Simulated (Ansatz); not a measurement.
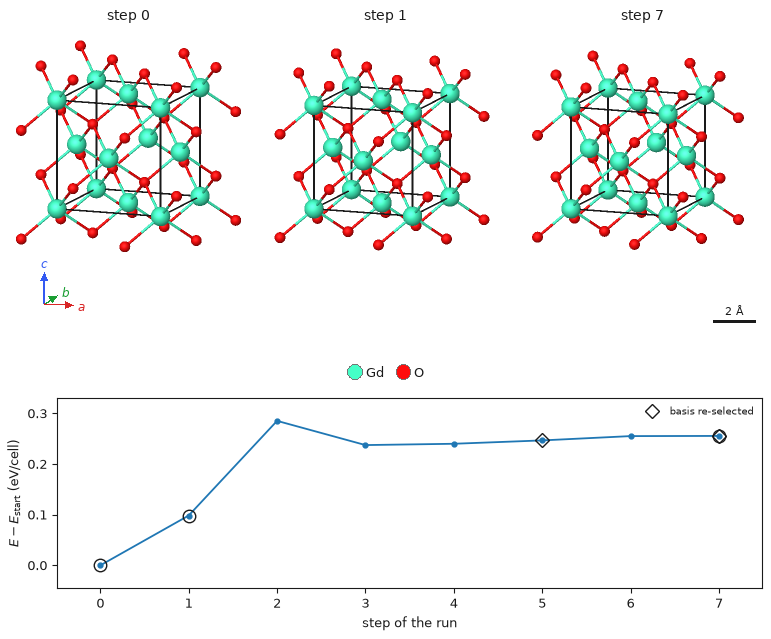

Frames of a relaxation of a crystal of GdO (a generated structure, set up in F-43m), marked on the history of the run. A ball-and-stick model of the conventional cell (4 times the calculation's cell), seen slightly off an axis. Lengths and directions refer to the drawn axes.

The run lets cell and atoms move.

The calculation used Ansatz 0.2.0, Kohn-Sham DFT of a periodic cell, PBEsol, Ansatz PAW.

Input file:
```yaml
crystal:
  lattice:
    - [0.0, 2.7, 2.7]
    - [2.7, 0.0, 2.7]
    - [2.7, 2.7, 0.0]
  atoms:
    - { symbol: Gd, position: [0.0, 0.0, 0.0], spin: 7.0 }
    - { symbol: O, position: [0.25, 0.25, 0.25] }
hamiltonian:
  xc: pbesol
  pseudopotentials: { kind: paw }
magnetization:
  spin_polarized: true
kpoints:
  mp_grid: { grid: [9, 9, 9] }
scf:
  occupations: { method: fermi_dirac, width: 0.05 }
output:
  forces: true
  stress: true
  eigenvalues: true
relax:
  f_tol: 0.01
  max_steps: 40
  cell: { stress_tol: 0.05, p_target: 20.0 }
```

Run as
```bash
ansatz run input.yaml --threads 2 --pin off --max-ram 5632MiB --backend cpu --events-out ev --progress --plain --runs-dir out
```

**Describe the path.**

The atoms keep their places relative to the cell (all moves are under 0.005 Å). Cell: a = b = c 5.400 → 5.060 Å (−6.3 %). Volume −17.7 %. Some distances before and after: Gd–Gd 3.818 → 3.578 Å, Gd–O 2.338 → 2.191 Å. The space group stays F-43m (No. 216). Over 5 accepted moves (7 points after the start) the energy rises by 0.256 eV per cell of the calculation. With the target pressure of 20 GPa, the enthalpy E + pV changes by −0.615 eV per cell of the calculation. All forces vanish by symmetry, so only the cell relaxes. Pressure: −4.52 GPa at the start and 20.00 GPa at the end. The SCF was repeated twice at an unchanged geometry on a basis and grid sized afresh for the cell, which shifted the energy by 6.6 meV per cell of the calculation at most. The run took 8.6 s on 2 threads of AMD EPYC 9R45 96-Core Processor (Zen 5) (shared host), peak memory 0.43 GiB. From step 0 to 1: volume −13.9 %, energy +98.4 meV per cell of the calculation. From step 1 to 7: volume −4.4 %, energy +0.157 eV per cell of the calculation.
